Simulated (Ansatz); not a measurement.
# Single-point calculation, with input and output: WS2

WS2 (R3m, 3 atoms in the cell), computed with DFT PBEsol, scalar-relativistic, plane waves, PAW, no spin polarisation (Ansatz 0.2.0).

The structure derives from an entry of the Crystallography Open Database. It belongs to a series of runs on one base structure; here: strain -0.015 along x and y, -0.030 along z, atoms carried along. Figures and captions count atoms from 1; the log counts them from 0 in places.

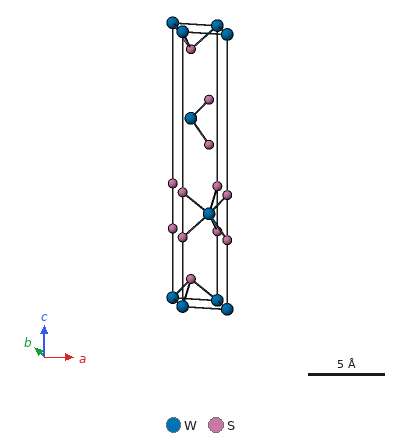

Figure 1. The structure (ball-and-stick view of the cell 3 times as large as that of the calculation, set on its symmetry axes, seen slightly off an axis). Near neighbours in the crystal (not all of them lie inside the picture): W has 6 S at 2.35 Å; S has 3 W at 2.35 Å.

## Input file
```yaml
crystal:
  lattice:
    - [1.5501963512, 0.8950062807, 6.1793507999]
    - [-1.5501963512, 0.8950062807, 6.1793507999]
    - [0.0, -1.7900125614, 6.1793507999]
  atoms:
    - { symbol: W, position: [0.9993284863, 0.9993284863, 0.9993284863] }
    - { symbol: S, position: [0.7479630314, 0.7479630314, 0.7479630314] }
    - { symbol: S, position: [0.5840084823, 0.5840084823, 0.5840084823] }
basis:
  ecutwfc: 420
kpoints:
  mp_grid: { grid: [12, 12, 12] }
hamiltonian:
  xc: pbesol
scf:
  occupations: { method: gaussian, width: 0.05 }
output:
  forces: true
  stress: true
  eigenvalues: true
  write_density: true
  write_potential: true
  elf: true
  volumetric_format: npy
```

Run as:
```bash
ansatz run input.yaml --threads 2 --pin off --max-ram 5120MiB --backend cpu --events-out ev --progress --plain --runs-dir out
```

## The program's output
```
basis.fft_grid_basis auto: the FFT boxes are laid along the combinations [[1, -1, 0], [0, 1, 0], [0, -1, 1]] of the cell's own vectors, 3.100, 6.433 and 3.100 Å long. The dense box has 24×45×24 points. Along the cell's own vectors, as sized, it would have 45×45×45, 3.52 times as many. Of the 6 symmetry operations that the crystal satisfies within crystal.symmetry.tolerance (time reversal apart; of a slab, those that keep its plane) the dense box along the cell's own vectors carries 6, and the one as laid loses 4 of those. basis.fft_grid_basis: typed keeps the cell's own vectors: state it where this run's energies or levels are differenced outside the engine with another run's, or held beside a run that keeps those vectors. Those combinations have planes normal to reciprocal vector 3, as the cell's own vectors have. Each planar average written beside output.write_density, output.write_potential has a row for each plane of the box: 24. The volumetric files lie along those combinations, not along the cell's own vectors: a cube or XSF file states them, and fields.json those of NumPy files.
Engine: ansatz 0.2.0, x86_64-unknown-linux-gnu
Pseudopotentials: kind: paw
Pseudopotential: W, paw, valence charge 14, recommended cutoff 420 eV (normal), W.paw.azcp
Pseudopotential: S, paw, valence charge 6, recommended cutoff 420 eV (normal), S.paw.azcp
Functional definition: PBEsol
  exchange = pbesol_x
  correlation = pbesol_c
Crystal: 3 atoms, lattice volume = 51.441 Å³
Basis set: ecut = 420 eV, 999 PW (Γ), FFT grids on a1−a2, a2, −a2+a3, exchange–correlation on 48×90×48 points (8 copies of the dense FFT grid, shifted against one another)
Bands: 17, of which v1, the nominal top of the filled ones, is band 13 counted from 1 (12 counted from 0)
Symmetry: 6 space group operations
Space group: R3m (ITA 160), of the structure as read, at distance tolerance 3.7e-5 Å
k-points: 189 of 1728 (time reversal used)
Non-local potential: W, projectors of the file, l = 0: 3, l = 1: 2, l = 2: 2, l = 3: 1
Non-local potential: S, projectors of the file, l = 0: 2, l = 1: 2, l = 2: 2
PAW form: soft (Blöchl's): semilocal exchange-correlation on the pseudo side does not see the compensation charge
PAW frozen core: W, regenerated for the run's functional, and the local potential with it (the file was generated under x = pbe(κ = 0.804, μ = 0.2195149727645171), c = pbe(β = 0.06672455060314922))
PAW frozen core: S, regenerated for the run's functional, and the local potential with it (the file was generated under x = pbe(κ = 0.804, μ = 0.2195149727645171), c = pbe(β = 0.06672455060314922))
PAW one-centre angular grid: W, 590 points (default); XC on 64 Gauss nodes
PAW one-centre angular grid: S, 110 points (default); XC on 64 Gauss nodes
Initial density: superposition of atomic densities (neutral atoms: chi_scale 0, normalization atom), corrected by the library's trained network
Initial wavefunctions: pseudopotential atomic-orbital guess
Functional: x = pbesol(κ = 0.804, μ = 0.12345679012345678), c = pbesol(β = 0.046)
SCF iter   1: F=—  HF=-12028.968858 eV  |F-HF|=—  |Δ(HF+E_count)|=         —  Δρ=8.98e-3  dr2=6.41e-2  ethr=1.77e-3  ⟨swp⟩=6.0  Hψ=19261  notcnv=0
preconditioner: auto → none  [insulator: Δε(μ)=1.056 eV  Ē_g=9.214 eV  σ=0.050 eV  W_gap=1.00  n_scr=10 (ndim 8)  ℏωp=22.0 eV  f_vac=0.020  D(μ)=0.00/eV (n_scr^D=0)  ε∞_Penn≈6.7]
SCF iter   2: F=—  HF=-12028.983197 eV  |F-HF|=—  |Δ(HF+E_count)|=   1.43e-2  Δρ=9.09e-3  dr2=1.41e-1  ethr=2.46e-4  ⟨swp⟩=3.1  Hψ=7522  notcnv=0
SCF iter   3: F=—  HF=-12028.959962 eV  |F-HF|=—  |Δ(HF+E_count)|=   2.32e-2  Δρ=3.22e-3  dr2=5.96e-3  ethr=2.46e-4  ⟨swp⟩=2.8  Hψ=5215  notcnv=0
SCF iter   4: F=—  HF=-12028.960570 eV  |F-HF|=—  |Δ(HF+E_count)|=   6.08e-4  Δρ=1.05e-3  dr2=1.79e-4  ethr=2.29e-5  ⟨swp⟩=2.6  Hψ=4509  notcnv=0
SCF iter   5: F=—  HF=-12028.960822 eV  |F-HF|=—  |Δ(HF+E_count)|=   2.52e-4  Δρ=2.08e-4  dr2=3.32e-5  ethr=6.89e-7  ⟨swp⟩=2.0  Hψ=4656  notcnv=0
SCF iter   6: F=—  HF=-12028.960844 eV  |F-HF|=—  |Δ(HF+E_count)|=   2.24e-5  Δρ=1.15e-4  dr2=1.90e-5  ethr=1.28e-7  ⟨swp⟩=2.0  Hψ=4730  notcnv=0
SCF iter   7: F=—  HF=-12028.960842 eV  |F-HF|=—  |Δ(HF+E_count)|=   1.88e-6  Δρ=5.27e-5  dr2=3.65e-6  ethr=7.32e-8  ⟨swp⟩=1.0  Hψ=3213  notcnv=0
SCF iter   8: F=-12028.960842 eV  HF=-12028.960842 eV  |F-HF|=5.38e-8  |Δ(HF+E_count)|=   1.89e-7  Δρ=1.14e-5  dr2=9.53e-8  ethr=3.85e-10  ⟨swp⟩=8.9  Hψ=24344  notcnv=0
SCF 1 converged in 8 iterations: F = -12028.960842 eV  dr2 = 9.53e-8
  greatest PAW one-centre occupation: 1.000 electrons in one spin orbital (limit 2), on the W atom at site 0 (counted from 0), in its partial waves of l = 0
```

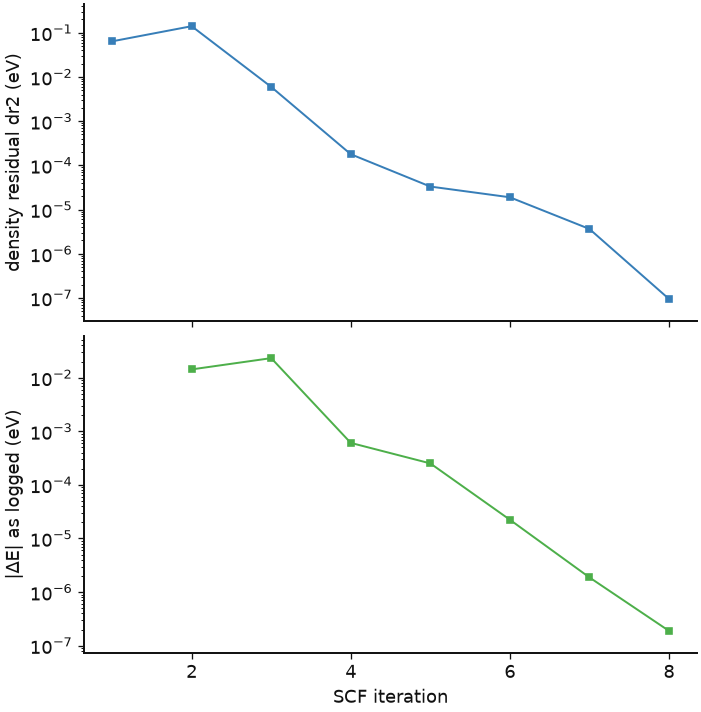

Figure 2. Convergence of the self-consistent field: density residual dr2 and size of the energy change against the SCF iteration. The residual comes down, with one marked jump up, by a factor of about 2, at step 2.

```
SCF converged after 8 iterations
Free energy (F): -12028.960842 eV
Harris-Foulkes:  -12028.960842 eV  (|F-HF|=5.38e-8)
Internal energy: -12028.960842 eV  (E = F + TS)
E sigma→0 (E₀):  -12028.960842 eV
Fermi energy:    12.767509 eV
--- Per-component energies (eV) ---
  E_band       = -177.823363
  E_kinetic    = 673.232324
  E_local      = -1844.120060  (includes V_loc(G=0)·N_el)
  E_nonlocal   = 60.717588
  E_hartree    = 744.108643
  E_xc         = -461.042132
  E_vxc        = -418.022704  (∫ρ·V_xc dr)
  E_paw        = -9604.959914  (= ΣΔE_a)
  E_vpaw       = -137.847657  (= ΣTr[D̂ρ^β])
  E_aug_tail   = -0.000061  (compensation charges beyond the density's cutoff)
  E_ewald      = -1597.242922
  E_core_change = 0.345691  (= ΣΔE_core)
  E_smearing   = -0.000000  (= −TS)
  E_closure    = 0.000000  (closes the sum)
  Σ components = -12028.960842   (vs F -12028.960842, Δ=0.00e0)
--- Forces (eV/Å), atoms counted from 1 ---
  atom   1  W     -0.00000000    -0.00000000     0.00029764
  atom   2  S      0.00000000     0.00000000     1.42231677
  atom   3  S     -0.00000000    -0.00000000    -1.42235907
  max |Σ_I F_I| component: 2.55e-4 eV/Å
--- Stress (GPa, compression-positive) ---
       10.254475       0.000000       0.000000
        0.000000      10.254475       0.000000
        0.000000       0.000000      14.018025
  P = ⅓ Tr σ = 11.5090 GPa (115.090 kbar)
--- Band table (eV; the first three rows and the last of 189) ---
  k-point 0: bands = ["-62.2139", "-26.6038", "-26.3609", "-26.3609", "-3.8920", "-1.6697", "4.2220", "8.3442", "8.3442", "9.7431", "9.7431", "10.5246", "10.8890", "14.5779", "14.5779", "15.0016", "15.0016"]
  k-point 1: bands = ["-62.2122", "-26.5978", "-26.3928", "-26.3681", "-3.7596", "-1.6364", "4.3755", "8.0361", "8.4769", "9.2226", "9.5402", "10.7025", "10.9711", "14.5098", "14.5899", "14.8088", "14.8947"]
  k-point 2: bands = ["-62.2076", "-26.5815", "-26.4792", "-26.3879", "-3.3820", "-1.5413", "4.7872", "7.3365", "8.3801", "8.8459", "9.0716", "10.6338", "10.9199", "13.8703", "14.6121", "14.7050", "15.3805"]
  k-point 188: bands = ["-62.2139", "-26.6039", "-26.3609", "-26.3609", "-3.7194", "-2.0362", "5.1301", "8.3314", "8.3335", "8.3335", "9.7667", "9.7667", "12.2446", "14.6543", "14.6543", "14.8846", "14.8846"]
```

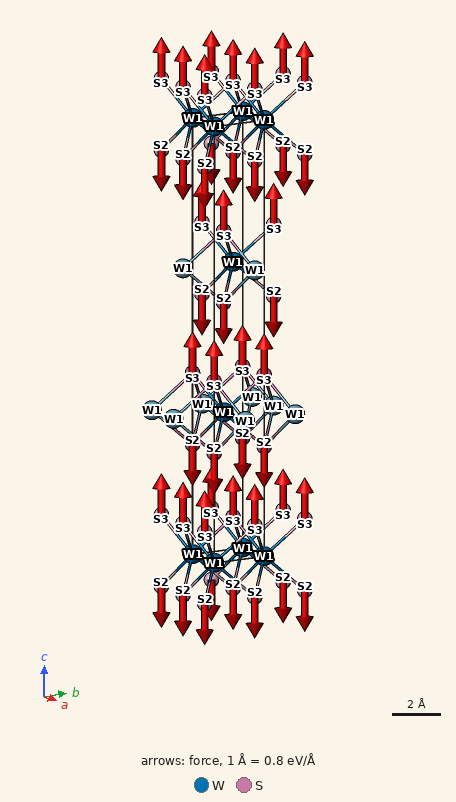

Figure 3. Forces on the atoms as red arrows (ball-and-stick view of the cell 3 times as large as that of the calculation, set on its symmetry axes, seen slightly off an axis; neighbours outside the cell are drawn fainter; atoms are numbered from 1 in the order of the input). The largest act on S2, S3 (1.42 eV/Å). The geometry is not a stationary point of this energy.

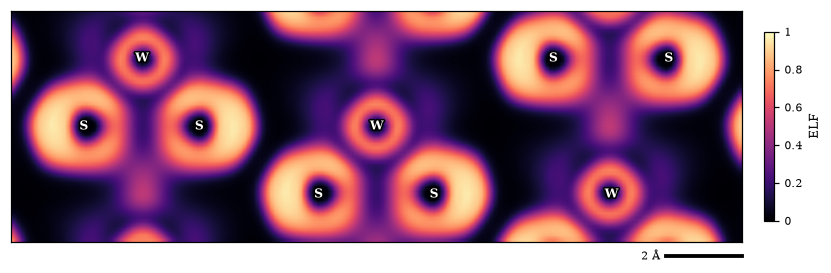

Figure 4. Electron localisation function on the (110) plane of the conventional cell. W–S (2.35 Å): the ELF is about 0.50 at the midpoint. The ELF has a maximum of about 0.50 in the space between the atoms. The strong features right at W lie inside the PAW spheres (semicore, d or f shells) and say nothing about bonding. In a PAW calculation such maps are meaningful between the atoms, not at the nuclei.

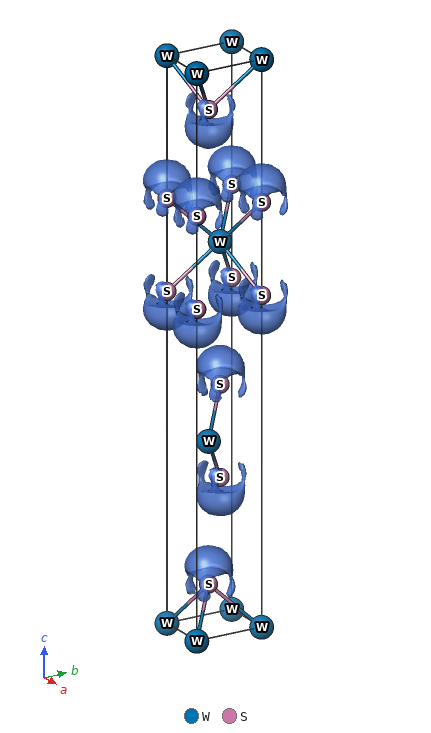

Figure 5. Isosurface of the ELF at 0.85 (blue), seen slightly off an axis. Core shells and regions of very low density are left out. Sticks mark near contacts. The outline is the cell set on symmetry axes. Profiles from the grid: W–S (2.35 Å): the ELF is about 0.50 at the midpoint.

## Key numbers

```json
{"quantity": "outcome", "value": "converged"}
{"quantity": "space group (tolerance 0.01 Å)", "value": "R3m (160)"}
{"quantity": "electrons treated", "value": "26"}
{"quantity": "free energy", "value": "−12028.9608 eV"}
{"quantity": "Fermi energy", "value": "12.768 eV"}
{"quantity": "gap on the k-point mesh", "value": "1.05 eV"}
{"quantity": "pressure", "value": "11.51 GPa"}
{"quantity": "largest force (length of the vector)", "value": "1.422 eV/Å"}
{"quantity": "hardware", "value": "2 threads of Intel Xeon (Granite Rapids), 176 GiB of memory available, shared host"}
{"quantity": "wall time", "value": "6.8 s (CPU time 13 s)"}
{"quantity": "peak memory", "value": "0.5 GiB"}
```

## Remarks

Spin–orbit coupling is left out, which matters for W. The cell is under a pressure of 11.5 GPa at this level, so it is not at its equilibrium volume.
